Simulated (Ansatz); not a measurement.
# Where Hf_Al puts its levels in the gap of AlN (P6_3mc), part 2 of 2

Charge states of Hf_Al in AlN (P6_3mc), set against the band edges. Model: a cell of 72 host atoms with 1 Al taken out and 1 Hf put in.

Ansatz; place-levels on r2SCAN runs: charge-transition levels and formation energies with image-charge correction and potential alignment at the atomic sites; PAW set soft_1.

So far: Set-up; The runs of each charge state; Placing the levels, r2SCAN.

### Step 3. Placing the levels, r2SCAN (continued)

Levels between the charges placed, in eV above the valence top:

|  | gap (eV) | (+1/0) | (0/−1) |
| --- | --- | --- | --- |
| r2SCAN | 4.88 | 4.31 | 5.04 |

Corrections by state:

| charge | moment (μB) | image terms and alignment (eV) | band filling (eV) | ε used | over the lowest of its charge, as the program ranks them, band filling apart (eV) |
| --- | --- | --- | --- | --- | --- |
| +1 | 0.0 | 0.658 | - | principal values (8.15, 8.15, 9.65) | 0.000 |
| 0 | 1.0 | 0.000 | - | - | 0.000 |
| −1 | 0.0 | -0.209 | - | principal values (8.15, 8.15, 9.65) | 0.000 |

The charged structures listed were also run neutral, and place-levels reads from each pair, by the potential or the spins, how wide the charge is by which they differ; that can be the carrier of either run.

| charge | rms radius (Å) | spread where it is widest against the cell (Å) | wide from (Å) | reading |
| --- | --- | --- | --- | --- |
| +1 | 2.3 | 1.63 | 1.40 | wide |
| −1 | 1.8 | 1.33 | 1.40 | narrow |

The neutral runs of these pairs need not share the spin of the lowest neutral state, and very wide values only mean spread over the cell.

From the program's caveats on the states, each cut to its opening words:

- charge +1: it parts from the run at its places by a charge that spreads by about 1.6 Å along one vector (1.4 Å or more is wide), by its potential at epsilon [4.49, 4.49, [...]
- charge +1: its displacements don't fall off away from the defect: farther atoms stand 0.012 Å off the host's places
- charge 0 (1 μB): its displacements don't fall off away from the defect: farther atoms stand 0.018 Å off the host's places
- charge 0 (1 μB): flagged: stability check not made
- charge −1: its displacements don't fall off away from the defect: farther atoms stand 0.03 Å off the host's places

The host's formation energy from the elements is -1.627 eV per atom; it sets how far the chemical potentials can move.

Limit set by the element alone; other compounds of these elements are not counted. Chemical potentials from the elements' reference states: Al 0.00 eV, N -3.25 eV, Hf 0.00 eV. Formation energies (Al-rich), with the Fermi level at the valence top and at the conduction bottom (gap 4.88 eV):

| charge | at valence top (eV) | at conduction bottom (eV) | correction included (eV) |
| --- | --- | --- | --- |
| +1 | -1.51 | 3.37 | 0.66 |
| 0 | 2.80 | 2.80 | 0.00 |
| −1 | 7.85 | 2.97 | -0.21 |

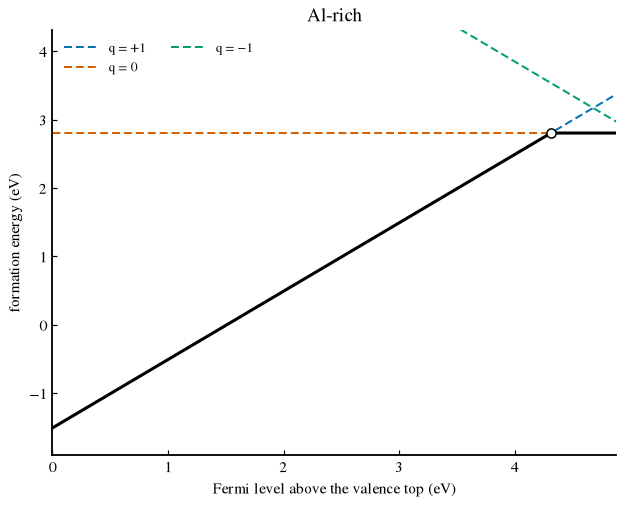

Formation energy against Fermi level; the thick line follows the lowest charge state and circles mark the transition levels.

Limit set by the element alone; other compounds of these elements are not counted. Chemical potentials from the elements' reference states: N 0.00 eV, Al -3.25 eV, Hf 0.00 eV. Formation energies (N-rich), with the Fermi level at the valence top and at the conduction bottom (gap 4.88 eV):

| charge | at valence top (eV) | at conduction bottom (eV) | correction included (eV) |
| --- | --- | --- | --- |
| +1 | -4.76 | 0.12 | 0.66 |
| 0 | -0.45 | -0.45 | 0.00 |
| −1 | 4.60 | -0.28 | -0.21 |

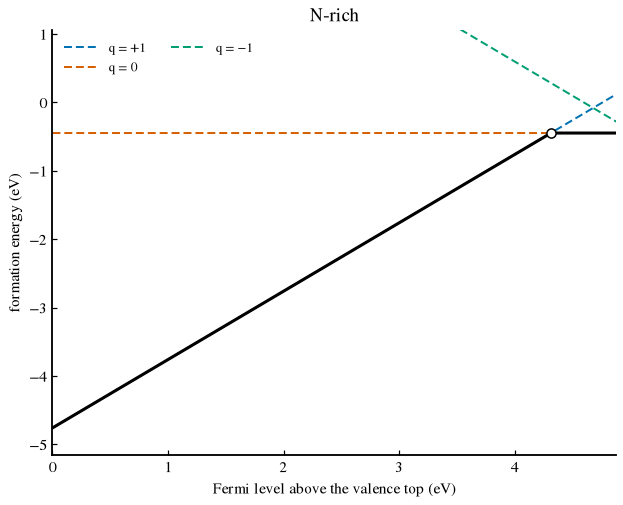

Formation energy against Fermi level; the thick line follows the lowest charge state and circles mark the transition levels.

### Step 4. Effect of the sampling

The relaxations' own energies give the levels at their sampling, for comparison.

Contents of levels.relax_mesh.yaml:

```yaml
host:
  run: host.relax.run
states: [qm1.relax.run, q0_M1.relax.run, qp1.relax.run]
chemical_potentials:
  Al:
    energy: -540.418346
    dataset: <sha256 of the dataset>
  Hf:
    energy: -15733.791958
    dataset: "<sha256 of the dataset>"
```

Started as:

```
> ansatz place-levels levels.relax_mesh.yaml -- --threads 4 --pin off --max-ram 7536MiB
```

Log:

```text
(+1/0) 4.301 eV above the valence edge, 0.584 eV under the conduction edge
(0/-1) 5.064 eV above the valence edge, in the conduction band
formation energy of charge +1: -1.421 eV with the Fermi level at the valence edge
formation energy of charge 0: +2.881 eV with the Fermi level at the valence edge
formation energy of charge -1: +7.945 eV with the Fermi level at the valence edge
  edges by r2scan, gap 4.886 eV; the host is sampled to repeats of 13.64 Å
[... the lines on each state left out ...]
```

The job ended after 0.13 s (4 threads of Arm Neoverse V1, shared host).

Levels between neighbouring charges, in eV above the valence top:

|  | gap (eV) | (+1/0) | (0/−1) |
| --- | --- | --- | --- |
| one point at (¼, ¼, ¼) | 4.89 | 4.30 | 5.06 |
| a 2×2×2 shifted mesh | 4.88 | 4.31 | 5.04 |

Going from one point at (¼, ¼, ¼) to a 2×2×2 shifted mesh moves the levels that carry no band-filling term by up to 0.02 eV and formation energies against the elements by up to 0.10 eV.

### Step 5. Summary of results

```yaml
gap_of_the_host: 4.88 eV (r2SCAN)
level_plus_1_over_0: 4.31 eV above the valence top
level_0_minus_1: 5.04 eV above the valence top, past the conduction bottom
lowest_of_the_charges_placed_just_above_the_valence_top_0p02_ev: +1
lowest_of_the_charges_placed_just_below_the_conduction_bottom_0p02_ev: 0
lowest_formation_energy_at_mid_gap_of_the_charges_run_al_rich: 0.93 eV
lowest_formation_energy_at_mid_gap_of_the_charges_run_n_rich: -2.32 eV
```

In words: Of the charges placed (−1, 0 and +1), the lowest changes at 4.31 eV (+1/0) above the valence top, in a gap of 4.88 eV. (+1/0) lies nearer to a band edge than the share of the finite-size correction in it (0.66 eV), and that correction holds for a localised charge alone. Charges above +1 were not placed, so these runs say nothing of levels that involve them. States placed: +1 at 0 μB; 0 at 1 μB; −1 at 0 μB. Other spin states or structures, where not listed, weren't placed. Hf is taken at its element; compounds, which aren't counted here, bound the chemical potentials and would shift these formation energies. The lowest formation energy (N-rich) is negative across the gap, so the defect would form by itself: these chemical potentials lie beyond what competing compounds allow, or the host is unstable against it. Going from one point at (¼, ¼, ¼) to a 2×2×2 shifted mesh moves the levels that carry no band-filling term by up to 0.02 eV and formation energies against the elements by up to 0.10 eV. Keep in mind: r2SCAN makes the gap too small and tends to spread out bound carriers; where a gas molecule sets a chemical potential or the host's formation energy, its binding is uncorrected; spin–orbit coupling, which can matter with heavy atoms, is left out.

[Logs are printed without paths, hosts, clocks, repeated set-up lines and the standing remarks that a program may print on its own settings, such as how far it seeks lower states.]

[Hosts, paths, dates, database ids (printed as entryN), source tags and the programs' standing remarks are cut or masked in the printed files.]

[Where a table of states has a column of steps, it counts the stored structures, which are thinned; the runs took as many ionic steps or more.]

[A defect's name tells the site on which it was built; relaxed atoms can leave that site.]

[For some hosts the program warned that the k-mesh of the response run may be too coarse for force constants and the static dielectric constant; such warnings are not shown here.]
